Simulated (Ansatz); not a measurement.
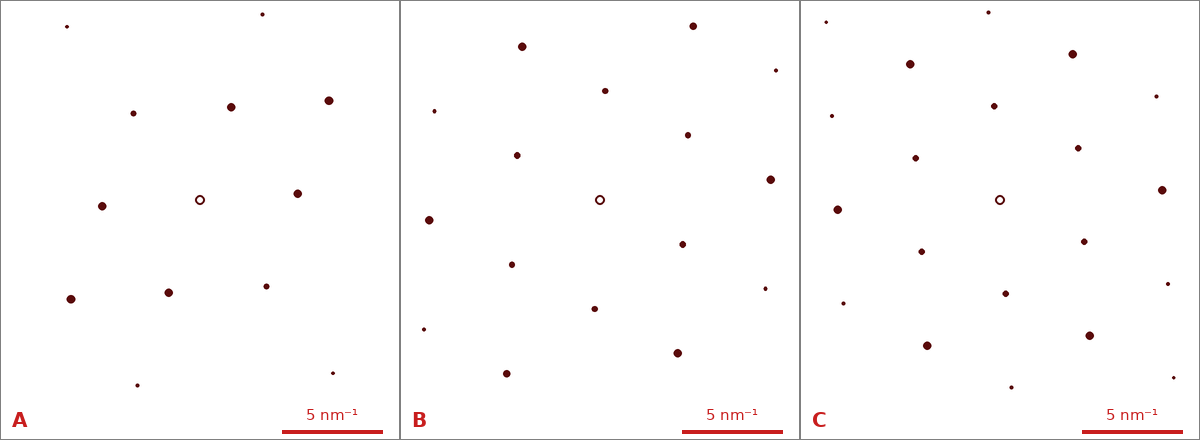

Computed electron diffraction patterns, 120 kV, single scattering only, B = 0.5 Å².

All three come from C, space group P6_3/mmc (No. 194), a = 2.459 Å, c = 7.191 Å (hexagonal axes). Structure: the geometry relaxed with DFT PBEsol, scalar-relativistic, plane waves, PAW (Ansatz).

```
C
1.0
     2.45884    0.00000    0.00000
    -1.22942    2.12942    0.00000
     0.00000    0.00000    7.19131
C
4
Direct
  0.00000 0.00000 0.25000
  0.00000 0.00000 0.75000
  0.33333 0.66667 0.25000
  0.66667 0.33333 0.75000
```

**Assign the zone axes [001], [201], [211] to A, B and C.**

A is [211]: centred rectangular net of 0 1 -1 at d = 2.04 Å and -1 1 1 at d = 2.04 Å, at 67.7°. B is [201]: centred rectangular net of 0 1 0 at d = 2.13 Å and 1 0 -2 at d = 1.83 Å, at 64.5°. C is [001]: hexagonal net of 1 -1 0 at d = 2.13 Å and 1 0 0 at d = 2.13 Å, at 60.0°.
